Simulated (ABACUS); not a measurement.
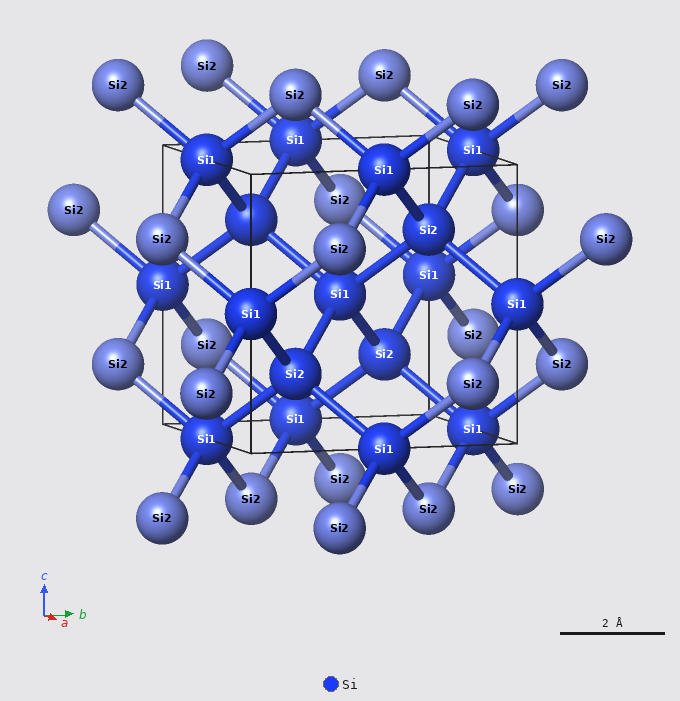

Fig. 1: The structure (ball-and-stick view of the cell 4 times as large as that of the calculation, set on its symmetry axes, seen slightly off an axis; neighbours outside the cell are drawn fainter; atoms are numbered from 1 in the order of the input). Near neighbours in the crystal (not all of them lie inside the picture): Si has 4 Si at 2.36 Å.

# Band-structure run, with input and output: Si (part 1 of 2)

System: Si (Fd-3m, 2 atoms in the cell).
Method: Kohn-Sham DFT of a periodic cell, PBEsol, PseudoDojo NC SR 0.4 PBEsol stringent, no spin polarisation (ABACUS 3.10.1).

The structure derives from a Materials Project entry.

**Input**
```
INPUT_PARAMETERS
suffix              Si
calculation         scf
basis_type          lcao
pseudo_dir          ./
orbital_dir         ./
symmetry            1
dft_functional      pbesol
ecutwfc             100
pseudo_rcut         10
nspin               1
nbands              14
ks_solver           genelpa
smearing_method     fd
smearing_sigma      0.00367493
scf_thr             1e-07
scf_nmax            100
mixing_type         broyden
mixing_beta         0.7
cal_force           1
cal_stress          1
out_mul             1
out_chg             1
out_pot             2
out_elf             1
```

**File STRU**
```
ATOMIC_SPECIES
Si 28.0850 Si.upf

NUMERICAL_ORBITAL
Si_confined-atom_7au_2s2p1d.orb

LATTICE_CONSTANT
1.8897261246

LATTICE_VECTORS
0.0000000000 2.7218511865 2.7218511865
2.7218511865 0.0000000000 2.7218511865
2.7218511865 2.7218511865 0.0000000000

ATOMIC_POSITIONS
Direct

Si
0.0
2
0.5000000000 0.5000000000 0.5000000000 1 1 1
0.7500000000 0.7500000000 0.7500000000 1 1 1
```

**File KPT**
```
K_POINTS
0
Gamma
7 7 7 0 0 0
```

Command:
```bash
OMP_NUM_THREADS=1 mpirun -np 4 abacus > log
```

**What the program printed**
```
ABACUS v3.10.1

               Atomic-orbital Based Ab-initio Computation at UStc

 ------------------------------------------------------------------------------------

 READING GENERAL INFORMATION
                           global_out_dir = OUT.Si/
                           global_in_card = INPUT
                               pseudo_dir = ./
                              orbital_dir = ./
                                    DSIZE = 4
                                    GSIZE = 1

 READING UNITCELL INFORMATION
                                    ntype = 1
                  lattice constant (Bohr) = 1.88973
              lattice constant (Angstrom) = 1

 READING ATOM TYPE 1
                               atom label = Si
                      L=0, number of zeta = 2
                      L=1, number of zeta = 2
                      L=2, number of zeta = 1
             number of atom for this type = 2

                        TOTAL ATOM NUMBER = 2
DIRECT COORDINATES
    atom                   x                   y                   z     mag                  vx                  vy                  vz
taud_Si1            0.5000000000        0.5000000000        0.5000000000  0.0000        0.0000000000        0.0000000000        0.0000000000
taud_Si2            0.7500000000        0.7500000000        0.7500000000  0.0000        0.0000000000        0.0000000000        0.0000000000

                          Volume (Bohr^3) = 272.157
                             Volume (A^3) = 40.3295

 Lattice vectors: (Cartesian coordinate: in unit of a_0)
                   +0            +2.72185            +2.72185
             +2.72185                  +0            +2.72185
             +2.72185            +2.72185                  +0
 Reciprocal vectors: (Cartesian coordinate: in unit of 2 pi/a_0)
            -0.183699           +0.183699           +0.183699
            +0.183699           -0.183699           +0.183699
            +0.183699           +0.183699           -0.183699
 The esolver type has been set to : ksdft_lcao

                PAO radial cut off (Bohr) = 10

 Read in pseudopotential file is Si.upf
                     pseudopotential type = NC
          exchange-correlation functional = PBESOL
                 nonlocal core correction = 1
                        valence electrons = 4
                                     lmax = 2
                           number of zeta = 2
                     number of projectors = 6
                           L of projector = 0
                           L of projector = 0
                           L of projector = 1
                           L of projector = 1
                           L of projector = 2
                           L of projector = 2
     initial pseudo atomic orbital number = 8

 SETUP THE ELECTRONS NUMBER
            electron number of element Si = 4
      total electron number of element Si = 8
            AUTOSET number of electrons:  = 8
                           occupied bands = 4
                                   NLOCAL = 26
                                   NBANDS = 14
                                   NBANDS = 14
                                   NLOCAL = 26

 SETUP THE PLANE WAVE BASIS
 energy cutoff for charge/potential (unit:Ry) = 400
            fft grid for charge/potential = [ 48, 48, 48 ]
                        fft grid division = [ 4, 4, 4 ]
        big fft grid for charge/potential = [ 12, 12, 12 ]
                                     nbxx = 432
                                     nrxx = 27648

 SETUP PLANE WAVES FOR CHARGE/POTENTIAL
                    number of plane waves = 36685
                         number of sticks = 1459

 PARALLEL PW FOR CHARGE/POTENTIAL
     PROC   COLUMNS(POT)             PW
        1            365           9172
        2            365           9172
        3            364           9170
        4            365           9171
 --------------- sum -------------------
        4           1459          36685
                            number of |g| = 358
                                  max |g| = 36.1748
                                  min |g| = 0

----------- Double Check Mixing Parameters Begin ------------
mixing_type: broyden
mixing_beta: 0.7
mixing_gg0: 1
mixing_gg0_min: 0.1
mixing_ndim: 8
----------- Double Check Mixing Parameters End ------------

 LATTICE VECTORS: (CARTESIAN COORDINATE: IN UNIT OF A0)
                   +0            +2.72185            +2.72185
             +2.72185                  +0            +2.72185
             +2.72185            +2.72185                  +0
                       right hand lattice = 1
                                   NORM_A = 3.84928
                                   NORM_B = 3.84928
                                   NORM_C = 3.84928
                           ALPHA (DEGREE) = 60
                           BETA  (DEGREE) = 60
                           GAMMA (DEGREE) = 60

 The lattice vectors have been changed (STRU_SIMPLE.cif)

(for optimal symmetric configuration:)
                             BRAVAIS TYPE = 3
                     BRAVAIS LATTICE NAME = 03. Cubic F (face-centered)
                                    ibrav = 3
                                    IBRAV = 3
                                  BRAVAIS = FACE CENTERED CUBIC
                       LATTICE CONSTANT A = 5.4437
Original cell was already a primitive cell.
                        ROTATION MATRICES = 48
              PURE POINT GROUP OPERATIONS = 24
                   SPACE GROUP OPERATIONS = 48
                                       C2 = 3
                                       C3 = 8
                                       C4 = 0
                                       C6 = 0
                                       S1 = 6
                                       S3 = 0
                                       S4 = 6
                                       S6 = 0
                              POINT GROUP = T_d
               POINT GROUP IN SPACE GROUP = O_h

 SETUP K-POINTS
                                    nspin = 1
                   Input type of k points = Monkhorst-Pack(Gamma)
                                   nkstot = 343
                       right hand lattice = 1
(for reciprocal lattice: )
                             BRAVAIS TYPE = 2
                     BRAVAIS LATTICE NAME = 02. Cubic I (body-centered)
                                    ibrav = 2
                       right hand lattice = 1
(for k-lattice: )
                             BRAVAIS TYPE = 2
                     BRAVAIS LATTICE NAME = 02. Cubic I (body-centered)
                                    ibrav = 2
                       right hand lattice = 1
                        ROTATION MATRICES = 48
                               nkstot_ibz = 20
K-POINTS REDUCTION ACCORDING TO SYMMETRY
     IBZ    DIRECT_X    DIRECT_Y    DIRECT_Z  WEIGHT  ibz2bz
       1  0.00000000  0.00000000  0.00000000  0.0029       0
       2  0.14285714  0.14285714  0.14285714  0.0233       1
       3  0.28571429  0.28571429  0.28571429  0.0233       2
       4  0.42857143  0.42857143  0.42857143  0.0233       3
       5  0.14285714  0.14285714  0.00000000  0.0175       8
       6  0.28571429  0.14285714  0.28571429  0.0700       9
       7  0.42857143  0.28571429  0.42857143  0.0700      10
       8 -0.42857143  0.42857143  0.42857143  0.0700      11
       9  0.42857143  0.28571429  0.28571429  0.0700      12
      10  0.28571429  0.14285714  0.14285714  0.0350      13
      11  0.28571429  0.28571429  0.00000000  0.0175      16
      12  0.42857143  0.42857143  0.14285714  0.0700      17
      13 -0.28571429  0.42857143  0.42857143  0.0700      18
      14 -0.42857143  0.28571429  0.28571429  0.0350      19
      15  0.42857143  0.42857143  0.00000000  0.0175      24
      16 -0.14285714  0.42857143  0.42857143  0.0350      25
      17  0.42857143  0.28571429  0.14285714  0.0700      66
      18 -0.42857143  0.42857143  0.28571429  0.1399      67
      19 -0.42857143  0.42857143  0.14285714  0.0700      74
      20 -0.28571429  0.42857143  0.28571429  0.0700      75

                               nkstot now = 20
[... K-POINTS DIRECT COORDINATES: 20 rows ...]

           k-point number in this process = 20
       minimum distributed K point number = 20
[... stars of the k points ...]

[... K-POINTS CARTESIAN COORDINATES: 20 rows ...]

[... K-POINTS DIRECT COORDINATES: 20 rows ...]

 SETUP PLANE WAVES FOR WAVE FUNCTIONS
     energy cutoff for wavefunc (unit:Ry) = 100
              fft grid for wave functions = [ 48, 48, 48 ]
                    number of plane waves = 5961
                         number of sticks = 433

 PARALLEL PW FOR WAVE FUNCTIONS
     PROC   COLUMNS(POT)             PW
        1            109           1492
        2            108           1489
        3            108           1489
        4            108           1491
 --------------- sum -------------------
        4            433           5961

 SET NONLOCAL PSEUDOPOTENTIAL PROJECTORS
 max number of nonlocal projetors among all species is 6

 -------------------------------------------
 SELF-CONSISTENT
 -------------------------------------------

 SETUP SEARCHING RADIUS FOR PROGRAM TO SEARCH ADJACENT ATOMS
                  longest orb rcut (Bohr) = 7
   longest nonlocal projector rcut (Bohr) = 1.94
                     search radius (Bohr) = 17.9
              searching radius is (Bohr)) = 17.9
         searching radius unit is (Bohr)) = 1.89
                         PeriodicBoundary = 1
                        Radius(unit:lat0) = 9.46
                                   glayer = [ 5, 5, 5 ]
                             glayer_minus = [ 4, 4, 4 ]

Find the coordinate range of the input atom(unit:lat0).
                                  min_tau = [ -19.1, -19.1, -19.1 ]
                                  max_tau = [ 25.9, 25.9, 25.9 ]
                                BoxNumber = [ 9, 9, 9 ]

 SETUP EXTENDED REAL SPACE GRID FOR GRID INTEGRATION
                          real space grid = [ 48, 48, 48 ]
                 big cell numbers in grid = [ 12, 12, 12 ]
             meshcell numbers in big cell = [ 4, 4, 4 ]
                        extended fft grid = [ 15, 15, 15 ]
                dimension of extened grid = [ 43, 43, 43 ]
                            UnitCellTotal = 125
              Atom number in sub-FFT-grid = 2
    Local orbitals number in sub-FFT-grid = 26
                                ParaV.nnr = 12427
                                 init_chg = atomic

 LCAO ALGORITHM --------------- ION=   1  ELEC=   1--------------------------------

 Density error is 0.146351726149
----------------------------------------------------------
     Energy           Rydberg                 eV
----------------------------------------------------------
 E_KohnSham     -16.9116808041       -230.0952216925
 E_Harris       -16.7152543777       -227.4227030563
 E_Fermi        0.4425456600         6.0211426017
----------------------------------------------------------

 LCAO ALGORITHM --------------- ION=   1  ELEC=   2--------------------------------

 Density error is 0.044767771326
----------------------------------------------------------
     Energy           Rydberg                 eV
----------------------------------------------------------
 E_KohnSham     -16.9120324591       -230.1000062049
 E_Harris       -16.8508163893       -229.2671188468
 E_Fermi        0.4597295152         6.2549409460
----------------------------------------------------------

 LCAO ALGORITHM --------------- ION=   1  ELEC=   3--------------------------------

 Density error is 0.00322339842328
----------------------------------------------------------
     Energy           Rydberg                 eV
```
